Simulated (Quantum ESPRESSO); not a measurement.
## ZnS (F-43m): from the cell to the phonon bands

Wanted: phonon bands, density of states and zone-centre response of ZnS (F-43m).

Program: Quantum ESPRESSO 7.5. Level of theory: DFT PBE, scalar-relativistic, plane waves, PseudoDojo norm-conserving pseudopotentials. Results are calculated unless marked as measured.

The database entry behind the starting cell differs from later determinations by our own check (about 0.1 % short), so it need not match the best structure at ambient conditions.

### 1. Starting point

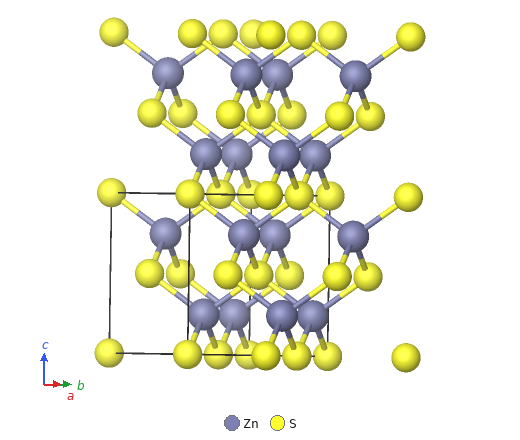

Start, viewed slightly off an axis; zinc blue, sulfur yellow. 2×1×2 cells are drawn. This picture shows the conventional cell, with its axes. Bonds to atoms that aren't drawn are left out. Some periodic images of atoms are drawn too.

### 2. A probe with smearing

A cheap run with smearing and empty bands tells whether the crystal has a gap, which decides between fixed occupations and smearing later on.

The input, probe.in:

```
 &control
    calculation='scf',
    prefix='x',
    outdir='./tmp',
    pseudo_dir='./pseudo',
    tprnfor=.true.,
    tstress=.true.,
    verbosity='high',
 /
 &system
    ibrav=0,
    nat=2,
    ntyp=2,
    ecutwfc=92.0,
    occupations='smearing',
    smearing='gaussian',
    degauss=0.01,
 /
 &electrons
    conv_thr=1.0d-07,
    mixing_beta=0.7,
    electron_maxstep=100,
 /
ATOMIC_SPECIES
 Zn     65.3800  Zn.upf
 S      32.0600  S.upf
CELL_PARAMETERS angstrom
    -2.702000000    0.000000000    2.702000000
     0.000000000    2.702000000    2.702000000
    -2.702000000    2.702000000    0.000000000
ATOMIC_POSITIONS crystal
 Zn     0.250000000   0.250000000   0.250000000
 S      0.000000000   0.000000000   0.000000000
K_POINTS automatic
 6 6 6 0 0 0
```

Started as:

```
$ OMP_NUM_THREADS=1 mpirun -n 4 pw.x -nk 4 -in probe.in > probe.out
```

Log:

```text
[banners, grids, parts of the stress and lines that vanish by symmetry left out]
Program PWSCF v.7.5
     Message from routine setup:
     using ibrav=0 with symmetry is DISCOURAGED, use correct ibrav instead
[...]
kinetic-energy cutoff     =      92.0000  Ry
     charge density cutoff     =     368.0000  Ry
     scf convergence threshold =      1.0E-07
[...]
Exchange-correlation= PBE
                           (   1   4   3   4   0   0   0)
[...]
24 Sym. Ops. (no inversion) found
[...]
(     0          1          0      )
                  (     0          0          1      )
[...]
(  0.0000000  1.0000000  0.0000000 )
                  ( -0.0000000 -0.0000000  1.0000000 )
[...]
(     1          0         -1      )
                  (     0          0         -1      )
[...]
(  0.0000000  1.0000000  0.0000000 )
[...]
(    -1          0          1      )
                  (    -1          0          0      )
[...]
( -0.0000000 -0.0000000  1.0000000 )
                  (  0.0000000 -1.0000000 -0.0000000 )
[...]
number of k points=    16  Gaussian smearing, width (Ry)=  0.0100
[...]
End of self-consistent calculation
[...]
the Fermi energy is     8.6135 ev
!    total energy              =    -440.21064001 Ry
[...]
convergence has been achieved in   6 iterations
[...]
atom    1 type  1   force =     0.00000000   -0.00000000   -0.00000000
     atom    2 type  2   force =    -0.00000000   -0.00000000    0.00000000
[...]
Total force =     0.000000     Total SCF correction =     0.000000
[...]
total   stress  (Ry/bohr**3)                   (kbar)     P=       18.33
[...]
XML data file, charge density, pseudopotentials, collected wavefunctions

   JOB DONE.
```

The job ended after 5.4 s (4 MPI ranks of Arm Neoverse V1, shared host; 21 s of CPU time).

Numbers from this step:

* volume per atom: 19.73 Å³
* pressure: 1.833 GPa
* gap on the k-mesh: 2.111 eV

A gap of 2.1 eV opens on this mesh, so the crystal is taken as an insulator; the start stands at 1.8 GPa.

### 3. Relaxation

The relaxation runs at a cutoff a fifth above that of the response, since stress converges more slowly with the basis than frequencies do. Forces and stress are brought to rest with tight thresholds.

The input, relax.in:

```
 &control
    calculation='vc-relax',
    prefix='x',
    outdir='./tmp',
    pseudo_dir='./pseudo',
    tprnfor=.true.,
    tstress=.true.,
    forc_conv_thr=2.0d-05,
    etot_conv_thr=1.0d-07,
    nstep=40,
 /
 &system
    ibrav=0,
    nat=2,
    ntyp=2,
    ecutwfc=110,
    occupations='fixed',
    nbnd=15,
 /
 &electrons
    conv_thr=1.0d-11,
    mixing_beta=0.7,
    electron_maxstep=100,
 /
 &ions
 /
 &cell
    press_conv_thr=0.2,
 /
ATOMIC_SPECIES
 Zn     65.3800  Zn.upf
 S      32.0600  S.upf
CELL_PARAMETERS angstrom
    -2.702000000    0.000000000    2.702000000
     0.000000000    2.702000000    2.702000000
    -2.702000000    2.702000000    0.000000000
ATOMIC_POSITIONS crystal
 Zn     0.250000000   0.250000000   0.250000000
 S      0.000000000   0.000000000   0.000000000
K_POINTS automatic
 10 10 10 0 0 0
```

Started as:

```
$ OMP_NUM_THREADS=1 mpirun -n 4 pw.x -nk 4 -in relax.in > relax.out
```

Log:

```text
[banners, grids, parts of the stress and lines that vanish by symmetry left out]
[banner, memory and clock lines left out]
Program PWSCF v.7.5

[...]
kinetic-energy cutoff     =     110.0000  Ry
     charge density cutoff     =     440.0000  Ry
     scf convergence threshold =      1.0E-11
[...]
energy convergence thresh.=      1.0E-07
     force convergence thresh. =      2.0E-05
     press convergence thresh. =      2.0E-01
     Exchange-correlation= PBE
                           (   1   4   3   4   0   0   0)
[...]
24 Sym. Ops. (no inversion) found
[...]
number of k points=    47
[...]
End of self-consistent calculation
[...]
highest occupied, lowest unoccupied level (ev):     7.3025    9.4155
!    total energy              =    -440.21087915 Ry
[...]
convergence has been achieved in   9 iterations
[...]
atom    1 type  1   force =    -0.00000000   -0.00000000    0.00000000
     atom    2 type  2   force =     0.00000000    0.00000000   -0.00000000
     Total force =     0.000000     Total SCF correction =     0.000000
[...]
total   stress  (Ry/bohr**3)                   (kbar)     P=       17.59
[...]
number of bfgs steps    =   0
[...]
CELL_PARAMETERS (angstrom)
[...]
ATOMIC_POSITIONS (crystal)
Zn               0.2500000000        0.2500000000        0.2500000000
S               -0.0000000000       -0.0000000000        0.0000000000
[...]
New effective cutoffs (rho, wfc):  436.51  109.34
[...]
End of self-consistent calculation
[...]
highest occupied, lowest unoccupied level (ev):     7.1731    9.2474
!    total energy              =    -440.21111082 Ry
[...]
convergence has been achieved in   6 iterations
[...]
atom    1 type  1   force =    -0.00000000   -0.00000000    0.00000000
     atom    2 type  2   force =    -0.00000000    0.00000000   -0.00000000
     Total force =     0.000000     Total SCF correction =     0.000000
[...]
total   stress  (Ry/bohr**3)                   (kbar)     P=       10.91
[...]
number of bfgs steps    =   1
[...]
CELL_PARAMETERS (angstrom)
[...]
ATOMIC_POSITIONS (crystal)
Zn               0.2500000000        0.2500000000        0.2500000000
S               -0.0000000000       -0.0000000000        0.0000000000
[...]
New effective cutoffs (rho, wfc):  433.66  108.63
[...]
End of self-consistent calculation
[...]
highest occupied, lowest unoccupied level (ev):     7.0328    9.0648
!    total energy              =    -440.21124355 Ry
[...]
convergence has been achieved in   7 iterations
[...]
atom    1 type  1   force =     0.00000000   -0.00000000   -0.00000000
     atom    2 type  2   force =    -0.00000000    0.00000000    0.00000000
     Total force =     0.000000     Total SCF correction =     0.000000
[...]
total   stress  (Ry/bohr**3)                   (kbar)     P=        3.87
[...]
number of bfgs steps    =   2
[...]
CELL_PARAMETERS (angstrom)
[...]
ATOMIC_POSITIONS (crystal)
[...]
New effective cutoffs (rho, wfc):  432.09  108.23
[...]
End of self-consistent calculation
[...]
highest occupied, lowest unoccupied level (ev):     6.9557    8.9644
!    total energy              =    -440.21126343 Ry
[...]
convergence has been achieved in   7 iterations
[...]
atom    1 type  1   force =     0.00000000    0.00000000    0.00000000
     atom    2 type  2   force =     0.00000000    0.00000000    0.00000000
     Total force =     0.000000     Total SCF correction =     0.000000
[...]
total   stress  (Ry/bohr**3)                   (kbar)     P=        0.10
[...]
number of bfgs steps    =   3
[...]
CELL_PARAMETERS (angstrom)
[...]
ATOMIC_POSITIONS (crystal)
[...]
New effective cutoffs (rho, wfc):  432.05  108.22
[...]
End of self-consistent calculation
[...]
highest occupied, lowest unoccupied level (ev):     6.9537    8.9618
!    total energy              =    -440.21126345 Ry
[...]
convergence has been achieved in   6 iterations
[...]
atom    1 type  1   force =     0.00000000   -0.00000000    0.00000000
     atom    2 type  2   force =     0.00000000    0.00000000    0.00000000
     Total force =     0.000000     Total SCF correction =     0.000000
[...]
total   stress  (Ry/bohr**3)                   (kbar)     P=        0.00
[...]
bfgs converged in   5 scf cycles and   4 bfgs steps
[...]
End of BFGS Geometry Optimization
     Final enthalpy           =    -440.2112634461 Ry
     File ./tmp/x.bfgs deleted, as requested
[...]
CELL_PARAMETERS (angstrom)
[...]
ATOMIC_POSITIONS (crystal)
Zn               0.2500000000        0.2500000000        0.2500000000
S                0.0000000000       -0.0000000000        0.0000000000
[...]
Final scf calculation at the relaxed structure.
[...]
kinetic-energy cutoff     =     110.0000  Ry
     charge density cutoff     =     440.0000  Ry
     scf convergence threshold =      1.0E-13
[...]
press convergence thresh. =      2.0E-01
     Exchange-correlation= PBE
                           (   1   4   3   4   0   0   0)
[...]
24 Sym. Ops. (no inversion) found
[...]
number of k points=    47
[...]
End of self-consistent calculation
[...]
highest occupied, lowest unoccupied level (ev):     6.9537    8.9618
!    total energy              =    -440.21126487 Ry
[...]
convergence has been achieved in  12 iterations
[...]
atom    1 type  1   force =     0.00000000    0.00000000    0.00000000
     atom    2 type  2   force =    -0.00000000   -0.00000000    0.00000000
     Total force =     0.000000     Total SCF correction =     0.000000
[...]
total   stress  (Ry/bohr**3)                   (kbar)     P=       -0.00
[...]
XML data file, charge density, pseudopotentials, collected wavefunctions
```

Run time: 1.8 min. Hardware: 4 MPI ranks; 7.3 min of CPU time.

Relaxation path:

| step | energy less that of the first step (eV) | largest force (eV/Å) | pressure (GPa) | volume (Å³) |
| --- | --- | --- | --- | --- |
| 1 | 0.0000 | 0.0000 | 1.76 | 39.45 |
| 2 | -0.0032 | 0.0000 | 1.09 | 39.81 |
| 3 | -0.0050 | 0.0000 | 0.39 | 40.20 |
| 4 | -0.0052 | 0.0000 | 0.01 | 40.42 |
| 5 | -0.0052 | 0.0000 | 0.00 | 40.43 |
| 6 | -0.0052 | 0.0000 | 0.00 | 40.43 |

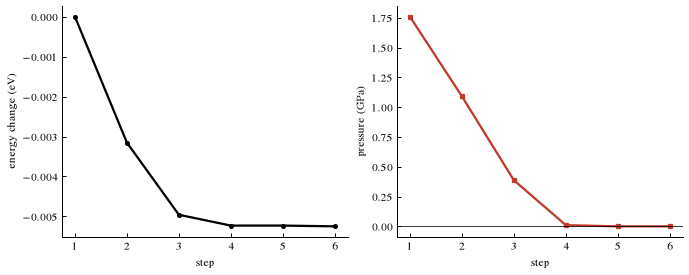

Energy and pressure along the relaxation.

| conventional cell, symmetrised | before | after | change |
| --- | --- | --- | --- |
| a (Å) | 5.404 | 5.448 | +0.8 % |
| b (Å) | 5.404 | 5.448 | +0.8 % |
| c (Å) | 5.404 | 5.448 | +0.8 % |
| volume (Å³/atom) | 19.73 | 20.21 | +2.5 % |

Final coordinates:

```xyz
2
Lattice="-2.7240 0.0000 2.7240 0.0000 2.7240 2.7240 -2.7240 2.7240 0.0000" Properties=species:S:1:pos:R:3 pbc="T T T"
Zn   -1.3620    1.3620    1.3620
S     0.0000    0.0000    0.0000
```

The last row of the table of steps is pw.x's closing run on a basis chosen anew for the final cell, so its energy can jump.

Read from the output:

```yaml
volume_per_atom: 20.21 Å³
pressure: 0 GPa
gap_on_the_k_mesh: 2.008 eV
```

The volume changes by +2.5 % from the cell with which this run began.

### 4. Self-consistent run for the response

The response is built on this ground state, so it is converged far tighter than an energy would need. With a gap, occupations are fixed, which also allows the response to an electric field.

The input, scf.in:

```
 &control
    calculation='scf',
    prefix='x',
    outdir='./tmp',
    pseudo_dir='./pseudo',
    tprnfor=.true.,
    tstress=.true.,
 /
 &system
    ibrav=0,
    nat=2,
    ntyp=2,
    ecutwfc=92.0,
    occupations='fixed',
    nbnd=15,
 /
 &electrons
    conv_thr=1.0d-12,
    mixing_beta=0.7,
    electron_maxstep=100,
 /
ATOMIC_SPECIES
 Zn     65.3800  Zn.upf
 S      32.0600  S.upf
CELL_PARAMETERS angstrom
    -2.724027729    0.000000000    2.724027729
     0.000000000    2.724027729    2.724027729
    -2.724027729    2.724027729    0.000000000
ATOMIC_POSITIONS crystal
 Zn     0.250000000   0.250000000   0.250000000
 S      0.000000000   0.000000000   0.000000000
K_POINTS automatic
 10 10 10 0 0 0
```

Started as:

```
$ OMP_NUM_THREADS=1 mpirun -n 4 pw.x -nk 4 -in scf.in > scf.out
```

Log:

```text
[banners, grids, parts of the stress and lines that vanish by symmetry left out]
[banner, memory and clock lines left out]
Program PWSCF v.7.5

[...]
kinetic-energy cutoff     =      92.0000  Ry
     charge density cutoff     =     368.0000  Ry
     scf convergence threshold =      1.0E-12
[...]
Exchange-correlation= PBE
                           (   1   4   3   4   0   0   0)
[...]
24 Sym. Ops. (no inversion) found
[...]
number of k points=    47
[...]
End of self-consistent calculation
[...]
highest occupied, lowest unoccupied level (ev):     6.9538    8.9619
!    total energy              =    -440.21125335 Ry
[...]
convergence has been achieved in  11 iterations
[...]
atom    1 type  1   force =    -0.00000000    0.00000000    0.00000000
     atom    2 type  2   force =    -0.00000000   -0.00000000    0.00000000
     Total force =     0.000000     Total SCF correction =     0.000000
[...]
total   stress  (Ry/bohr**3)                   (kbar)     P=       -0.02
[...]
XML data file, charge density, pseudopotentials, collected wavefunctions
```

It took 18 s on 4 MPI ranks; 74 s of CPU time.

Numbers from this step:

| Item | Value |
| --- | --- |
| pressure | -0.002 GPa |

The cell stands at -0.002 GPa, close enough for phonons.

[end of part 1 of 5]

[Host names and launcher messages were left out of these logs when they were recorded.]

[Logs are printed without paths, hosts, clocks, repeated set-up lines and the standing remarks that a program may print on its own settings, such as how far it seeks lower states.]

[Hosts, paths, dates, database ids (printed as entryN), source tags and the programs' standing remarks are cut or masked in the printed files.]
